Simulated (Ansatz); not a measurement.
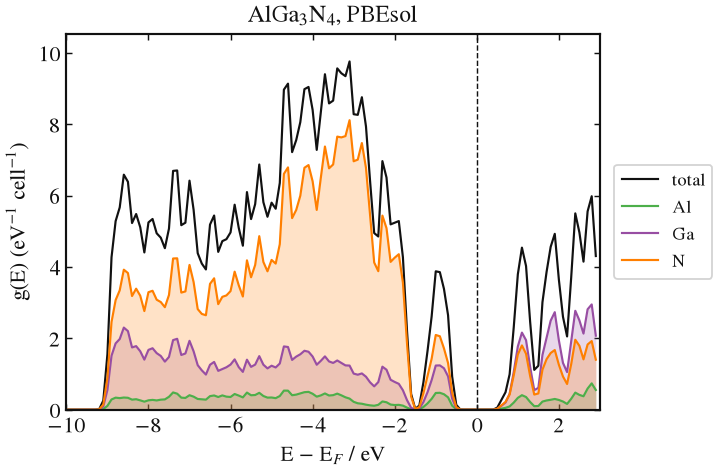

Density of states. Energies are counted from the Fermi level. The partial curves are projected on Löwdin-orthogonalised atomic shells.

This input was run:

```
crystal:
  lattice:
    - [5.864018, 0.066132, 0.12205]
    - [0.070226, 5.630513, -0.130186]
    - [0.12447, -0.133617, 5.731213]
  atoms:
    - { symbol: Al, position: [0.8223592133, 0.2949561023, 0.2655974339] }
    - { symbol: Al, position: [0.1424790049, 0.9032371741, 0.9490464691] }
    - { symbol: Ga, position: [0.253493434, 0.3915436298, 0.6186329946] }
    - { symbol: Ga, position: [0.5858789663, 0.9066415649, 0.3174659798] }
    - { symbol: Ga, position: [0.1019960142, 0.7912712289, 0.4168375124] }
    - { symbol: Ga, position: [0.5928216807, 0.124655804, 0.7760860136] }
    - { symbol: Ga, position: [0.4057560286, 0.4254955303, 0.1196410221] }
    - { symbol: Ga, position: [0.8210694202, 0.6335098534, 0.7739209807] }
    - { symbol: "N", position: [0.3160840258, 0.7429920721, 0.6784734653] }
    - { symbol: "N", position: [0.3421701108, 0.7563794447, 0.1671920199] }
    - { symbol: "N", position: [0.9045249069, 0.9726392038, 0.2324293662] }
    - { symbol: "N", position: [0.2714781344, 0.2086014962, 0.8952586862] }
    - { symbol: "N", position: [0.50962832, 0.2572772845, 0.4066947164] }
    - { symbol: "N", position: [0.5530247319, 0.8046973676, 0.643441869] }
    - { symbol: "N", position: [0.9801111061, 0.4776859581, 0.4712041646] }
    - { symbol: "N", position: [0.7195821151, 0.3763326716, 0.9662703872] }
basis:
  ecutwfc: 420
kpoints:
  mp_grid: { grid: [4, 4, 4] }
hamiltonian:
  xc: pbesol
scf:
  occupations: { method: gaussian, width: 0.02 }
  n_extra_bands: 8
output:
  forces: true
  stress: true
  eigenvalues: true
  populations: true
  dos:
    method: { smearing: { sigma: 0.1, scheme: gaussian } }
    projected: true
    de: 0.02
  write_density: true
  write_potential: true
  elf: true
  volumetric_format: npy
```

Command:
```bash
ansatz run input.yaml --threads 2 --pin off --max-ram 5120MiB --backend cpu --events-out ev --progress --plain --runs-dir out
```

Question: Metal or insulator, going by the density of states?

Answer: There is a gap; over the k points computed it is 1.24 eV.

Question: How wide is the upper valence band?

Answer: The upper group of valence states starts about 8.5 eV under the valence-band top (which lies at −0.6 eV on this axis), with a gap beneath it; it holds about 48 electrons a cell.

Question: Which states form the band edges?

Answer: By projected weight, the top eV of the valence band is N (55 %), Ga (35 %) and Al (10 %); the bottom eV of the conduction band is Ga (50 %) and N (40 %).
